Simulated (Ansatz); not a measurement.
Consider Si4Ge.

```
CELL_PARAMETERS angstrom
7.00837 0.00000 0.00000
0.00000 -7.00837 0.00000
0.00000 0.00000 -3.25172
ATOMIC_POSITIONS crystal
Si 0.13934 0.65115 0.50000
Si 0.63934 0.15115 0.00000
Si 0.36066 0.84885 0.00000
Si 0.86066 0.34885 0.50000
Si 0.34885 0.13934 0.50000
Si 0.84885 0.63934 0.00000
Si 0.65115 0.86066 0.50000
Si 0.15115 0.36066 0.00000
Ge 0.50000 0.50000 0.50000
Ge 0.00000 0.00000 0.00000
```

Space group I4/m; a structure generated by program, which may or may not match a known phase.

Level of theory: DFT PBE, scalar-relativistic, plane waves, PAW (Ansatz 0.2.0).

What will maps of the valence pseudo-density and electron localisation function show?

Si–Ge (2.74 Å): ρ at the midpoint is about 0.27 e/Å³; the ELF peaks at about 0.70 in the valence shell of Si, 0.9 Å from its nucleus, and is about 0.50 at the midpoint.
Bader's partition of the density gives Si −0.03 and Ge +0.14 e.

Metal or insulator at this level of theory?

It is gapless in this calculation (a metal or semimetal).

Which way does charge flow, and how much by Bader's partition?

Electrons move from Ge towards Si. Bader charges: Si −0.03 and Ge +0.14 e.

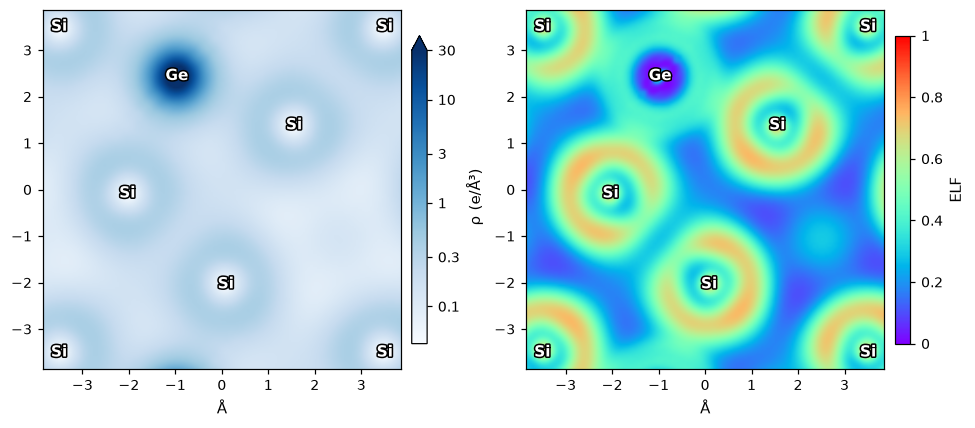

Computed valence pseudo-density and electron localisation function on the (001) plane of the conventional cell, in this order. 

Core electrons are frozen (PAW), and the valence fields are smoothed inside the atomic spheres.
